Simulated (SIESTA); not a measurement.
# Energy of Cs2AgBiBr6 along an even scaling of the cell

System: Cs2AgBiBr6 (Fm-3m, 10 atoms in the cell).
Method: Kohn-Sham DFT of a periodic cell, LDA, PseudoDojo 0.4 standard, converted to PSML, no spin polarisation (SIESTA 5.4.2).

The 7 runs differ only in the geometry, by an even scaling of the cell at fixed fractional positions. The structure derives from an entry of the Crystallography Open Database.

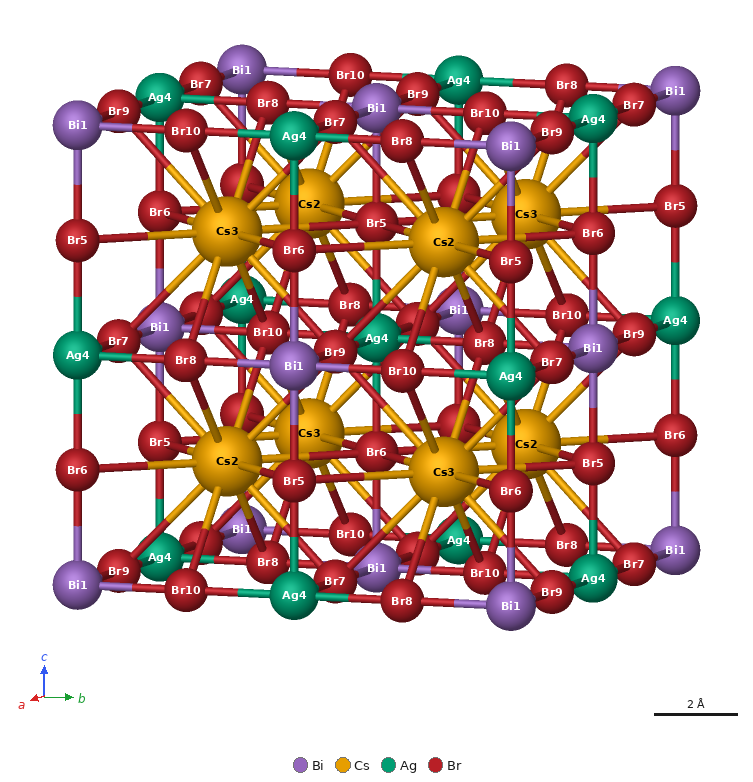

Figure 1. The structure of run 4 (ball-and-stick view of the cell 4 times as large as that of the calculation, set on its symmetry axes, seen slightly off an axis; atoms are numbered from 1 in the order of the input). An atom can appear more than once, as a periodic image.

## Input of run 4
```
SystemName                      Cs2AgBiBr6
SystemLabel                     Cs2AgBiBr6
NumberOfSpecies                 4
NumberOfAtoms                   10
%block ChemicalSpeciesLabel
  1  83 Bi
  2  55 Cs
  3  47 Ag
  4  35 Br
%endblock ChemicalSpeciesLabel

LatticeConstant                 1.0 Ang
%block LatticeVectors
     0.0000000000     5.6161000000     5.6161000000
     5.6161000000     0.0000000000     5.6161000000
     5.6161000000     5.6161000000     0.0000000000
%endblock LatticeVectors
AtomicCoordinatesFormat         Fractional
%block AtomicCoordinatesAndAtomicSpecies
     0.0000000000     0.0000000000     0.0000000000  1  Bi
     0.7500000000     0.7500000000     0.7500000000  2  Cs
     0.2500000000     0.2500000000     0.2500000000  2  Cs
     0.5000000000     0.5000000000     0.5000000000  3  Ag
     0.7494500000     0.7494500000     0.2505500000  4  Br
     0.2505500000     0.2505500000     0.7494500000  4  Br
     0.7494500000     0.2505500000     0.2505500000  4  Br
     0.7494500000     0.2505500000     0.7494500000  4  Br
     0.2505500000     0.7494500000     0.7494500000  4  Br
     0.2505500000     0.7494500000     0.2505500000  4  Br
%endblock AtomicCoordinatesAndAtomicSpecies

%block kgrid.MonkhorstPack
    3   0   0  0.0
    0   3   0  0.0
    0   0   3  0.0
%endblock kgrid.MonkhorstPack
XC.Functional                   LDA
XC.Authors                      PW92
PAO.BasisSize                   DZP
PAO.EnergyShift                 0.003 Ry
Mesh.Cutoff                     800 Ry
OccupationFunction              FD
ElectronicTemperature           0.05 eV
MaxSCFIterations                120
SCF.MustConverge                false
SCF.Mixer.Method                Pulay
SCF.Mixer.Weight                0.25
SCF.Mixer.History               8
SCF.DM.Tolerance                5.0e-05
SCF.H.Tolerance                 1.0e-03 eV
WriteForces                     true
Charge.Mulliken                 end
%block PAO.Basis
  Bi 4
  n=6 0 2
    5.772 0.000
  n=6 1 2
    8.049 0.000
  n=5 2 2
    3.889 0.000
  n=6 2 1
    8.049
  Cs 5
  n=5 0 2
    4.696 0.000
  n=6 0 2
    9.500 0.000
  n=5 1 2
    5.749 0.000
  n=6 1 1
    9.500
  n=5 2 1
    7.000
  Ag 5
  n=4 0 2
    2.727 0.000
  n=5 0 2
    7.811 0.000
  n=4 1 2
    3.107 0.000
  n=5 1 1
    7.811
  n=4 2 2
    5.129 0.000
%endblock PAO.Basis
```

Command:
```bash
siesta Cs2AgBiBr6.fdf > Cs2AgBiBr6.out 2>&1
```

Run 2 differs from it as follows:
```diff
-     0.0000000000     5.6161000000     5.6161000000
-     5.6161000000     0.0000000000     5.6161000000
-     5.6161000000     5.6161000000     0.0000000000
+     0.0000000000     5.5401974523     5.5401974523
+     5.5401974523     0.0000000000     5.5401974523
+     5.5401974523     5.5401974523     0.0000000000
```

## Results, with one run withheld

```csv
run,volume per atom (Å³),"free energy per atom, from the lowest run given (meV)",pressure (GPa),gap on the mesh (eV)
1,33.301,1.07,0.86,1.80
2,34.010,?,?,?
3,34.718,0.00,−0.55,1.81
4,35.427,3.79,−1.14,1.81
5,36.136,10.01,−1.66,1.82
6,36.844,18.41,−2.12,1.82
7,37.553,28.74,−2.53,1.82
```

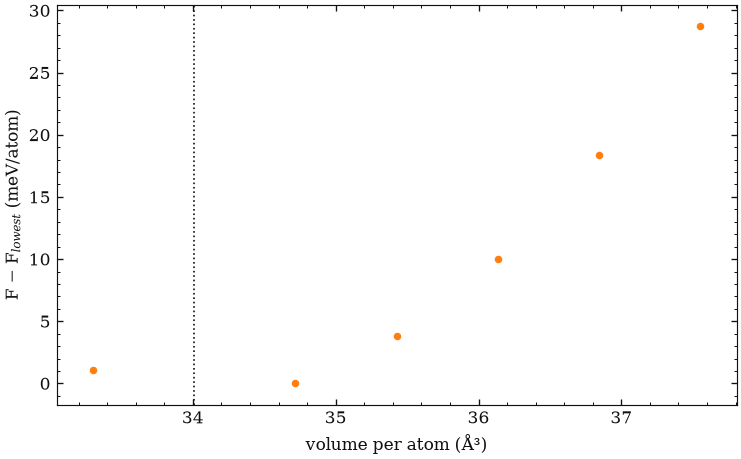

Figure 2. Free energy per atom of the runs given; the dotted line marks run 2.

Estimate the energy of run 2 from the others.

A cubic polynomial in V^(−2/3) (the Birch–Murnaghan form), fitted to the 6 runs given, misses them by at most 0.01 meV per atom. With x = V^(−2/3) − 0.09238 Å⁻², it reads F = 5.2095 − 4644.2 x + 8.5162e+05 x² + 3.4811e+06 x³ (meV per atom). At run 2 it gives −1.02 meV per atom, and the run itself gives −1.02. The slope of the fit gives a pressure −dF/dV of 0.11 GPa there, and the run prints 0.11 GPa. The fit has its minimum at 34.118 Å³ per atom, where V d²F/dV² gives 33.2 GPa. Cell shape and fractional positions are held, so this is the stiffness under even scaling; the relaxed bulk modulus wasn't computed.

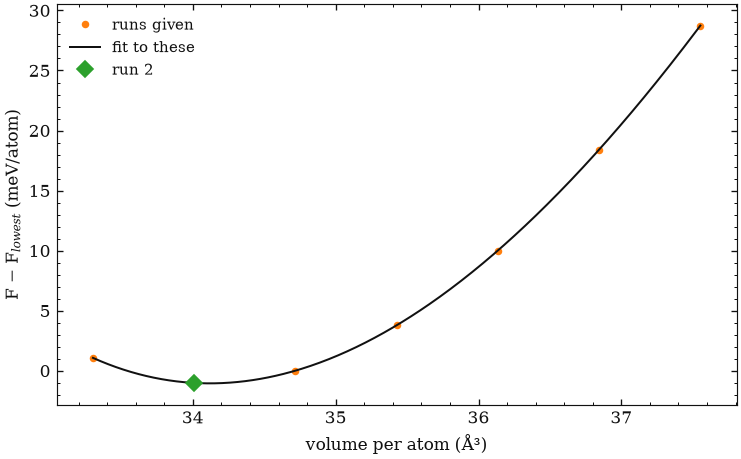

Figure 3. The fit and the withheld run.

## Some lines of the output (run 2)
```
[...]
outcell: Cell volume (Ang**3)        :    340.0993
stepf: Fermi-Dirac step function
siesta: Etot    =    -10303.583808
siesta: FreeEng =    -10303.583811
        iscf     Eharris(eV)        E_KS(eV)     FreeEng(eV)     dDmax    Ef(eV) dHmax(eV)
siesta: E_KS(eV) =           -10307.6850
siesta: E_KS - E_eggbox =    -10307.6850
siesta: Etot    =    -10307.685016
siesta: FreeEng =    -10307.685016
siesta:         Fermi =      -4.952324
siesta: Cell volume =        340.099290 Ang**3
    Orbital volume contribution        =           9.902368 eV
```

Notes: Points of doubt noted for this run: mulliken charges of long orbitals. Spin–orbit coupling is left out, which matters for Bi. With a small basis of atomic orbitals these values can differ much from converged plane-wave results.
